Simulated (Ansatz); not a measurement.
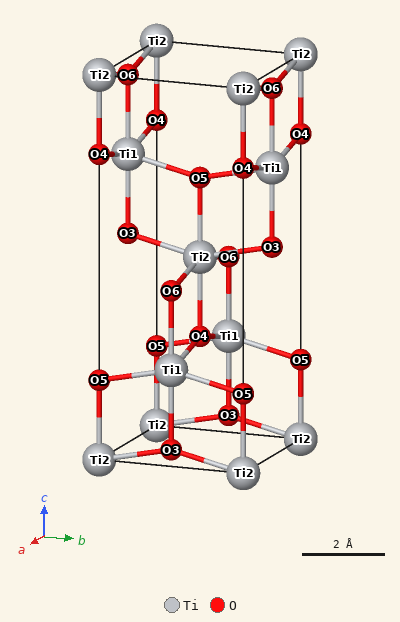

*The structure as given in the input (ball-and-stick view of the cell 2 times as large as that of the calculation, set on its symmetry axes, seen slightly off an axis; atoms are numbered from 1 in the order of the input).*

Near neighbours in the crystal (not all of them lie inside the picture): Ti has 6 O at 1.95 to 2.00 Å; O has 3 Ti at 1.95 to 2.00 Å.

# Geometry relaxation of TiO2 (part 1 of 2)

- system: TiO2 (I4₁/amd, 6 atoms in the cell)
- method: DFT, r2SCAN, plane waves, PAW, no spin polarisation (Ansatz 0.2.0)

The structure was built on a prototype by a generator. The geometry comes from this level: PBE. Figures and captions count atoms from 1; the log counts them from 0 in places.

Input file
```yaml
crystal:
  lattice:
    - [-1.8993469318, 1.8993469318, 4.8509865657]
    - [1.8993469318, -1.8993469318, 4.8509865657]
    - [1.8993469318, 1.8993469318, -4.8509865657]
  atoms:
    - { symbol: Ti, position: [0.75, 0.25, 0.5] }
    - { symbol: Ti, position: [0.0, 0.0, 0.0] }
    - { symbol: O, position: [0.5435651709, 0.0435651709, 0.5] }
    - { symbol: O, position: [0.7935651709, 0.7935651709, 0.0] }
    - { symbol: O, position: [0.2064348291, 0.2064348291, 0.0] }
    - { symbol: O, position: [0.9564348291, 0.4564348291, 0.5] }
kpoints:
  mp_grid: { grid: [8, 8, 8] }
hamiltonian:
  xc: r2scan
scf:
  occupations: { method: fermi_dirac, width: 0.02 }
relax:
  f_tol: 0.005
  cell: {}
output:
  write_density: true
  write_potential: true
  elf: true
  volumetric_format: npy
```

Command:
```bash
ansatz run input.yaml --threads 8 --pin off --max-ram 12902MiB --backend cpu --events-out ev --progress --plain --runs-dir out
```

The program's output
```
Engine: ansatz 0.2.0, x86_64-unknown-linux-gnu
Pseudopotentials: kind: paw
Pseudopotential: Ti, paw, valence charge 12, recommended cutoff 500 eV (meta_gga), Ti.paw.azcp
Pseudopotential: O, paw, valence charge 6, recommended cutoff 500 eV (meta_gga), O.paw.azcp
Functional definition: r2SCAN
  parameter k0 = 0.174
  parameter k1 = 0.065
  parameter a1 = 4.9479
  exchange = r2scan_x(k0 = k0, k1 = k1, a1 = a1)
  correlation = r2scan_c
Crystal: 6 atoms, lattice volume = 70.000 Å³
Basis set: ecut = 500 eV, 1741 PW (Γ), exchange–correlation on 180×180×180 points (64 copies of the dense FFT grid, shifted against one another)
Bands: 30, of which v1, the nominal top of the filled ones, is band 24 counted from 1 (23 counted from 0)
Symmetry: 16 space group operations
Space group: I41/amd (ITA 141), of the structure as read, at distance tolerance 4.1e-5 Å
k-points: 59 of 512
Non-local potential: Ti, projectors of the file, l = 0: 3, l = 1: 2, l = 2: 3, l = 3: 1
Non-local potential: O, projectors of the file, l = 0: 2, l = 1: 2, l = 2: 1
PAW form: soft (Blöchl's): semilocal exchange-correlation on the pseudo side does not see the compensation charge
PAW frozen core: Ti, regenerated for the run's functional (the file was generated under x = pbe(κ = 0.804, μ = 0.2195149727645171), c = pbe(β = 0.06672455060314922))
PAW frozen core: O, regenerated for the run's functional (the file was generated under x = pbe(κ = 0.804, μ = 0.2195149727645171), c = pbe(β = 0.06672455060314922))
PAW one-centre angular grid: Ti, 590 points (default); XC on 160 Gauss nodes
PAW one-centre angular grid: O, 302 points (default); XC on 160 Gauss nodes
Initial density: superposition of atomic densities (neutral atoms: chi_scale 0, normalization atom), corrected by the library's trained network
Initial wavefunctions: pseudopotential atomic-orbital guess
Functional: x = r2scan, c = r2scan; τ floored in thin density (d = 2e-4 eV/Å³)
SCF iter   1: F=—  HF=-7292.622779 eV  |F-HF|=—  |Δ(HF+E_count)|=         —  Δρ=2.68e-2  dr2=5.94e-1  dr2_τ=3.81e-1  ethr=1.77e-3  ⟨swp⟩=5.7  Hψ=7380  notcnv=0
preconditioner: auto → Resta (q_TF=auto, 2.562 Å⁻¹)  ε∞=6.6  [insulator: Δε(μ)=3.058 eV  Ē_g=10.646 eV  σ=0.020 eV  W_gap=1.00  n_scr=22 (ndim 8)  ℏωp=25.1 eV  f_vac=0.108  D(μ)=0.00/eV (n_scr^D=0)  ε∞_Penn≈6.6]
SCF iter   2: F=—  HF=-7292.647107 eV  |F-HF|=—  |Δ(HF+E_count)|=   2.43e-2  Δρ=1.26e-2  dr2=5.62e-2  dr2_τ=3.13e-2  ethr=1.24e-3  ⟨swp⟩=2.9  Hψ=3806  notcnv=0  defer=101
SCF iter   3: F=—  HF=-7292.640055 eV  |F-HF|=—  |Δ(HF+E_count)|=   7.05e-3  Δρ=4.05e-3  dr2=7.13e-3  dr2_τ=5.94e-4  ethr=1.17e-4  ⟨swp⟩=2.0  Hψ=2838  notcnv=0  defer=101
SCF iter   4: F=—  HF=-7292.640044 eV  |F-HF|=—  |Δ(HF+E_count)|=   1.14e-5  Δρ=1.14e-3  dr2=5.29e-4  dr2_τ=1.11e-4  ethr=1.49e-5  ⟨swp⟩=2.0  Hψ=2619  notcnv=0  defer=101
SCF iter   5: F=—  HF=-7292.640124 eV  |F-HF|=—  |Δ(HF+E_count)|=   8.00e-5  Δρ=1.95e-4  dr2=3.99e-5  dr2_τ=1.70e-6  ethr=1.10e-6  ⟨swp⟩=2.1  Hψ=2708  notcnv=0  defer=101
SCF iter   6: F=—  HF=-7292.640224 eV  |F-HF|=—  |Δ(HF+E_count)|=   1.00e-4  Δρ=4.69e-5  dr2=2.24e-6  dr2_τ=9.64e-8  ethr=8.30e-8  ⟨swp⟩=2.9  Hψ=2793  notcnv=0  defer=101
SCF iter   7: F=—  HF=-7292.640224 eV  |F-HF|=—  |Δ(HF+E_count)|=   4.89e-7  Δρ=2.16e-5  dr2=3.88e-7  dr2_τ=1.72e-8  ethr=4.67e-9  ⟨swp⟩=2.1  Hψ=2477  notcnv=0  defer=101
SCF iter   8: F=-7292.640224 eV  HF=-7292.640224 eV  |F-HF|=1.52e-10  |Δ(HF+E_count)|=   1.81e-8  Δρ=2.05e-6  dr2=3.13e-9  dr2_τ=9.41e-11  ethr=2.08e-10  ⟨swp⟩=8.5  Hψ=10068  notcnv=0
SCF 1 converged in 8 iterations: F = -7292.640224 eV  dr2 = 3.13e-9
  greatest PAW one-centre occupation: 1.000 electrons in one spin orbital (limit 2), on the Ti atom at site 1 (counted from 0), in its partial waves of l = 0
relax step   1: F+E_penalty+E_count = -7292.64022444 eV  Δ(F+E_penalty+E_count) = +0.000e0 eV  max|allowed force component| = 8.583e-2 eV/Å  Δτ_max = 0.0000 Å  P = -4.673 GPa  Ω = 70.000 Å³  (8 SCF iters, dr2 threshold 1.00e-7 eV, accepted)
Crystal: 6 atoms, lattice volume = 68.864 Å³
Basis set: ecut = 500 eV, 1709 PW (Γ), exchange–correlation on 180×180×180 points (64 copies of the dense FFT grid, shifted against one another)
Initial density: handed on by an earlier stage of this run
Initial wavefunctions: those handed on with the density
iter 1 solved again at ethr=7.16e-6 eV; its pass at ethr=3.10e-3 eV (dr2=3.44e-3 eV) is discarded
SCF iter   1: F=—  HF=-7292.653430 eV  |F-HF|=—  |Δ(HF+E_count)|=         —  Δρ=2.47e-3  dr2=3.90e-3  dr2_τ=1.39e-2  ethr=7.16e-6  ⟨swp⟩=1.2  Hψ=10439  notcnv=0
preconditioner: auto → Resta (q_TF=auto, 2.569 Å⁻¹)  ε∞=7.1  [insulator: Δε(μ)=2.583 eV  Ē_g=10.289 eV  σ=0.020 eV  W_gap=1.00  n_scr=22 (ndim 8)  ℏωp=25.3 eV  f_vac=0.101  D(μ)=0.00/eV (n_scr^D=0)  ε∞_Penn≈7.1]
SCF iter   2: F=—  HF=-7292.661913 eV  |F-HF|=—  |Δ(HF+E_count)|=   8.48e-3  Δρ=9.34e-4  dr2=7.69e-4  dr2_τ=1.10e-4  ethr=7.16e-6  ⟨swp⟩=2.1  Hψ=3126  notcnv=0
SCF iter   3: F=—  HF=-7292.661860 eV  |F-HF|=—  |Δ(HF+E_count)|=   5.36e-5  Δρ=5.18e-4  dr2=2.71e-4  dr2_τ=9.51e-6  ethr=1.60e-6  ⟨swp⟩=2.0  Hψ=2749  notcnv=0
SCF iter   4: F=—  HF=-7292.661930 eV  |F-HF|=—  |Δ(HF+E_count)|=   7.02e-5  Δρ=1.86e-4  dr2=3.14e-5  dr2_τ=1.65e-6  ethr=5.65e-7  ⟨swp⟩=2.0  Hψ=2489  notcnv=0
SCF iter   5: F=—  HF=-7292.661933 eV  |F-HF|=—  |Δ(HF+E_count)|=   3.01e-6  Δρ=6.49e-5  dr2=2.81e-6  dr2_τ=2.71e-7  ethr=6.55e-8  ⟨swp⟩=2.1  Hψ=2369  notcnv=0
SCF iter   6: F=-7292.661934 eV  HF=-7292.661934 eV  |F-HF|=1.68e-8  |Δ(HF+E_count)|=   4.38e-7  Δρ=1.10e-5  dr2=9.07e-8  dr2_τ=6.76e-9  ethr=1.25e-9  ⟨swp⟩=9.3  Hψ=11211  notcnv=0
SCF 2 converged in 6 iterations: F = -7292.661934 eV  dr2 = 9.07e-8
relax step   2: F+E_penalty+E_count = -7292.66193355 eV  Δ(F+E_penalty+E_count) = -2.171e-2 eV  max|allowed force component| = 1.910e-2 eV/Å  Δτ_max = 0.0035 Å  P = -1.338 GPa  Ω = 68.864 Å³  energy of the carried Pulay correction = +6.770e-4 eV  (6 SCF iters, dr2 threshold 6.00e-7 eV, accepted)
Crystal: 6 atoms, lattice volume = 68.391 Å³
Basis set: ecut = 500 eV, 1693 PW (Γ), exchange–correlation on 180×180×180 points (64 copies of the dense FFT grid, shifted against one another)
iter 1 solved again at ethr=1.69e-6 eV; its pass at ethr=3.10e-3 eV (dr2=8.11e-4 eV) is discarded
SCF iter   1: F=—  HF=-7292.662503 eV  |F-HF|=—  |Δ(HF+E_count)|=         —  Δρ=1.01e-3  dr2=6.36e-4  dr2_τ=3.26e-3  ethr=1.69e-6  ⟨swp⟩=2.1  Hψ=10024  notcnv=0
preconditioner: auto → none  [insulator: Δε(μ)=2.584 eV  Ē_g=10.324 eV  σ=0.020 eV  W_gap=1.00  n_scr=14 (ndim 8)  ℏωp=25.4 eV  f_vac=0.101  D(μ)=0.00/eV (n_scr^D=0)  ε∞_Penn≈7.1]
SCF iter   2: F=—  HF=-7292.664100 eV  |F-HF|=—  |Δ(HF+E_count)|=   1.60e-3  Δρ=6.53e-4  dr2=2.49e-4  dr2_τ=4.46e-5  ethr=1.33e-6  ⟨swp⟩=2.2  Hψ=3347  notcnv=0
SCF iter   3: F=—  HF=-7292.664165 eV  |F-HF|=—  |Δ(HF+E_count)|=   6.55e-5  Δρ=3.42e-4  dr2=8.23e-5  dr2_τ=7.12e-6  ethr=5.19e-7  ⟨swp⟩=2.3  Hψ=2878  notcnv=0
SCF iter   4: F=—  HF=-7292.664156 eV  |F-HF|=—  |Δ(HF+E_count)|=   8.70e-6  Δρ=1.27e-4  dr2=1.01e-5  dr2_τ=4.04e-7  ethr=1.71e-7  ⟨swp⟩=2.0  Hψ=2135  notcnv=0
SCF iter   5: F=-7292.664157 eV  HF=-7292.664157 eV  |F-HF|=6.39e-8  |Δ(HF+E_count)|=   6.00e-7  Δρ=3.08e-5  dr2=5.51e-7  dr2_τ=3.10e-8  ethr=1.25e-9  ⟨swp⟩=7.4  Hψ=11700  notcnv=0
SCF 3 converged in 5 iterations: F = -7292.664157 eV  dr2 = 5.51e-7
relax step   3: F+E_penalty+E_count = -7292.66415685 eV  Δ(F+E_penalty+E_count) = -2.223e-3 eV  max|allowed force component| = 4.122e-3 eV/Å  Δτ_max = 0.0027 Å  P = +0.077 GPa  Ω = 68.391 Å³  energy of the carried Pulay correction = +9.619e-4 eV  (5 SCF iters, dr2 threshold 6.00e-7 eV, accepted)
Crystal: 6 atoms, lattice volume = 68.395 Å³
iter 1 solved again at ethr=5.90e-9 eV; its pass at ethr=3.10e-3 eV (dr2=2.83e-6 eV) is discarded
SCF iter   1: F=—  HF=-7292.664185 eV  |F-HF|=—  |Δ(HF+E_count)|=         —  Δρ=9.95e-5  dr2=2.74e-6  dr2_τ=8.63e-5  ethr=5.90e-9  ⟨swp⟩=3.1  Hψ=10559  notcnv=0
preconditioner: auto → none  [insulator: Δε(μ)=2.575 eV  Ē_g=10.315 eV  σ=0.020 eV  W_gap=1.00  n_scr=14 (ndim 8)  ℏωp=25.4 eV  f_vac=0.103  D(μ)=0.00/eV (n_scr^D=0)  ε∞_Penn≈7.1]
SCF iter   2: F=—  HF=-7292.664194 eV  |F-HF|=—  |Δ(HF+E_count)|=   8.88e-6  Δρ=4.74e-5  dr2=6.87e-7  dr2_τ=8.98e-8  ethr=5.71e-9  ⟨swp⟩=2.0  Hψ=3068  notcnv=0
SCF iter   3: F=—  HF=-7292.664194 eV  |F-HF|=—  |Δ(HF+E_count)|=   4.34e-7  Δρ=3.98e-5  dr2=1.06e-6  dr2_τ=9.13e-8  ethr=1.43e-9  ⟨swp⟩=2.0  Hψ=2714  notcnv=0
SCF iter   4: F=—  HF=-7292.664194 eV  |F-HF|=—  |Δ(HF+E_count)|=   1.84e-7  Δρ=9.60e-6  dr2=5.08e-8  dr2_τ=8.91e-9  ethr=9.66e-11  ⟨swp⟩=6.9  Hψ=11558  notcnv=0
SCF iter   5: F=-7292.664194 eV  HF=-7292.664194 eV  |F-HF|=1.41e-9  |Δ(HF+E_count)|=   4.06e-9  Δρ=3.28e-6  dr2=2.21e-9  dr2_τ=2.87e-10  ethr=9.66e-11  ⟨swp⟩=8.0  Hψ=9559  notcnv=0
SCF 4 converged in 5 iterations: F = -7292.664194 eV  dr2 = 2.21e-9
relax step   4: F+E_penalty+E_count = -7292.66419397 eV  Δ(F+E_penalty+E_count) = -3.712e-5 eV  max|allowed force component| = 1.213e-3 eV/Å  Δτ_max = 0.0007 Å  P = +0.031 GPa  Ω = 68.395 Å³  energy of the carried Pulay correction = +9.596e-4 eV  (5 SCF iters, dr2 threshold 4.64e-8 eV, accepted)
Crystal: 6 atoms, lattice volume = 68.386 Å³
iter 1 solved again at ethr=1.38e-8 eV; its pass at ethr=3.10e-3 eV (dr2=6.64e-6 eV) is discarded
SCF iter   1: F=—  HF=-7292.664196 eV  |F-HF|=—  |Δ(HF+E_count)|=         —  Δρ=1.61e-4  dr2=7.14e-6  dr2_τ=2.95e-4  ethr=1.38e-8  ⟨swp⟩=3.0  Hψ=10639  notcnv=0
preconditioner: auto → none  [insulator: Δε(μ)=2.570 eV  Ē_g=10.313 eV  σ=0.020 eV  W_gap=1.00  n_scr=14 (ndim 8)  ℏωp=25.4 eV  f_vac=0.103  D(μ)=0.00/eV (n_scr^D=0)  ε∞_Penn≈7.1]
SCF iter   2: F=—  HF=-7292.664228 eV  |F-HF|=—  |Δ(HF+E_count)|=   3.22e-5  Δρ=7.38e-5  dr2=1.64e-6  dr2_τ=1.92e-7  ethr=1.38e-8  ⟨swp⟩=2.0  Hψ=3186  notcnv=0
SCF iter   3: F=—  HF=-7292.664229 eV  |F-HF|=—  |Δ(HF+E_count)|=   4.65e-7  Δρ=2.98e-5  dr2=4.92e-7  dr2_τ=6.79e-8  ethr=3.41e-9  ⟨swp⟩=2.1  Hψ=2610  notcnv=0
SCF iter   4: F=—  HF=-7292.664229 eV  |F-HF|=—  |Δ(HF+E_count)|=   5.99e-8  Δρ=2.57e-5  dr2=4.19e-7  dr2_τ=4.02e-8  ethr=1.02e-9  ⟨swp⟩=2.0  Hψ=2714  notcnv=0
SCF iter   5: F=—  HF=-7292.664229 eV  |F-HF|=—  |Δ(HF+E_count)|=   6.36e-8  Δρ=9.21e-6  dr2=3.95e-8  dr2_τ=1.41e-9  ethr=8.74e-10  ⟨swp⟩=2.0  Hψ=2168  notcnv=0
SCF iter   6: F=-7292.664229 eV  HF=-7292.664229 eV  |F-HF|=3.09e-11  |Δ(HF+E_count)|=  6.68e-10  Δρ=1.25e-6  dr2=3.93e-10  dr2_τ=6.21e-11  ethr=3.01e-11  ⟨swp⟩=7.9  Hψ=9540  notcnv=0
SCF 5 converged in 6 iterations: F = -7292.664229 eV  dr2 = 3.93e-10
relax step   5: F+E_penalty+E_count = -7292.66422857 eV  Δ(F+E_penalty+E_count) = -3.460e-5 eV  max|allowed force component| = 1.604e-3 eV/Å  Δτ_max = 0.0013 Å  P = +0.001 GPa  Ω = 68.386 Å³  energy of the carried Pulay correction = +9.653e-4 eV  (6 SCF iters, dr2 threshold 1.44e-8 eV, accepted)
Initial wavefunctions: pseudopotential atomic-orbital guess (no wavefunctions were taken with the density)
iter 1 solved again at ethr=7.48e-9 eV; its pass at ethr=3.10e-3 eV (dr2=3.59e-6 eV) is discarded
SCF iter   1: F=—  HF=-7292.663199 eV  |F-HF|=—  |Δ(HF+E_count)|=         —  Δρ=7.85e-5  dr2=3.98e-7  dr2_τ=2.27e-6  ethr=7.48e-9  ⟨swp⟩=3.7  Hψ=12874  notcnv=0
preconditioner: auto → none  [insulator: Δε(μ)=2.569 eV  Ē_g=10.313 eV  σ=0.020 eV  W_gap=1.00  n_scr=14 (ndim 8)  ℏωp=25.4 eV  f_vac=0.103  D(μ)=0.00/eV (n_scr^D=0)  ε∞_Penn≈7.1]
SCF iter   2: F=—  HF=-7292.663200 eV  |F-HF|=—  |Δ(HF+E_count)|=   7.74e-7  Δρ=3.91e-5  dr2=1.03e-7  dr2_τ=1.42e-7  ethr=8.29e-10  ⟨swp⟩=2.3  Hψ=2705  notcnv=0
SCF iter   3: F=—  HF=-7292.663200 eV  |F-HF|=—  |Δ(HF+E_count)|=   2.50e-7  Δρ=1.43e-5  dr2=1.24e-7  dr2_τ=1.29e-8  ethr=2.15e-10  ⟨swp⟩=2.3  Hψ=2923  notcnv=0
SCF iter   4: F=—  HF=-7292.663200 eV  |F-HF|=—  |Δ(HF+E_count)|=   2.32e-8  Δρ=2.02e-6  dr2=1.43e-9  dr2_τ=4.66e-10  ethr=2.15e-10  ⟨swp⟩=2.0  Hψ=2478  notcnv=0
SCF iter   5: F=-7292.663200 eV  HF=-7292.663200 eV  |F-HF|=1.07e-10  |Δ(HF+E_count)|=  6.98e-10  Δρ=5.82e-7  dr2=4.80e-11  dr2_τ=4.71e-11  ethr=1.00e-12  ⟨swp⟩=4.9  Hψ=9207  notcnv=0
SCF 6 converged in 5 iterations: F = -7292.663200 eV  dr2 = 4.80e-11
relax step   6: F+E_penalty+E_count = -7292.66319988 eV  Δ(F+E_penalty+E_count) = +1.029e-3 eV  max|allowed force component| = 1.535e-3 eV/Å  Δτ_max = 0.0000 Å  P = +0.012 GPa  Ω = 68.386 Å³  stress off target by 2.04e-2 GPa  SCF on the basis re-selected at this cell (its energy is not comparable with the rows above)  (5 SCF iters)
```

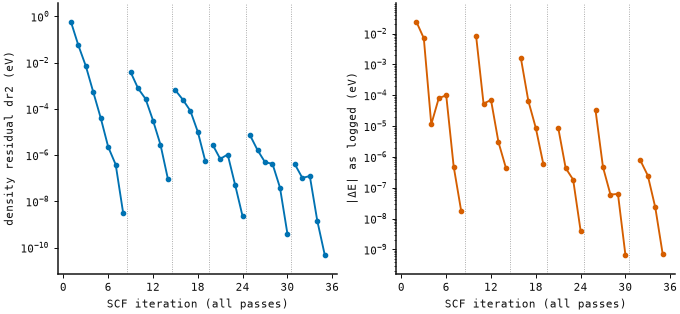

*Convergence of the self-consistent field: density residual dr2 and size of the energy change against the SCF iteration. The dotted lines part the SCF passes of the relaxation: geometry steps, rejected trials and re-solves on a re-selected basis.*

The 6 passes take 5 to 8 iterations each, 35 in all.

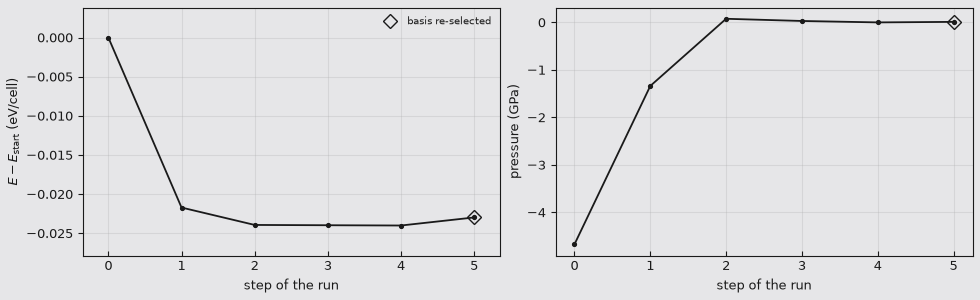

*Progress of the relaxation, step by step (the first geometry is step 0 here and step 1 in the log).*

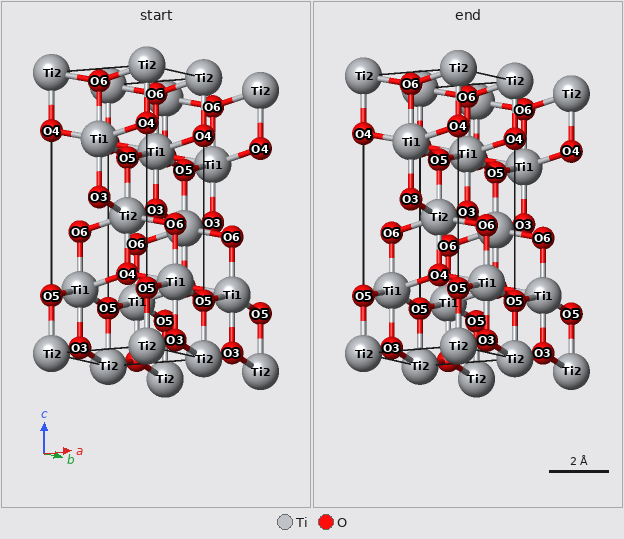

*Before (left) and after (right) the relaxation, at one scale (ball-and-stick view of the cell 2 times as large as that of the calculation, set on its symmetry axes, repeated 1 × 2 × 1, seen at an oblique angle).*

The largest moves relative to the cell, 0.008 Å, are those of O3, O4, O5 and O6. Ti stays in place. The volume changes by −2.3 %, with a = b 3.799 → 3.778 Å (−0.6 %), c 9.702 → 9.583 Å (−1.2 %). Among the contacts that change: Ti1–O3 2.003 → 1.987 Å, Ti1–O4 1.946 → 1.933 Å. The space group stays I4_1/amd (No. 141). After 4 geometry steps the energy has fallen by 24.0 meV per cell of the calculation. Largest force component: 0.086 eV/Å at the start, 0.0015 eV/Å at the end. The pressure goes from −4.67 to 0.01 GPa. A last SCF at the same geometry on a re-selected plane-wave basis shifts the energy by +1.0 meV per cell of the calculation. (Atoms are counted from 1 in the order of the input.)
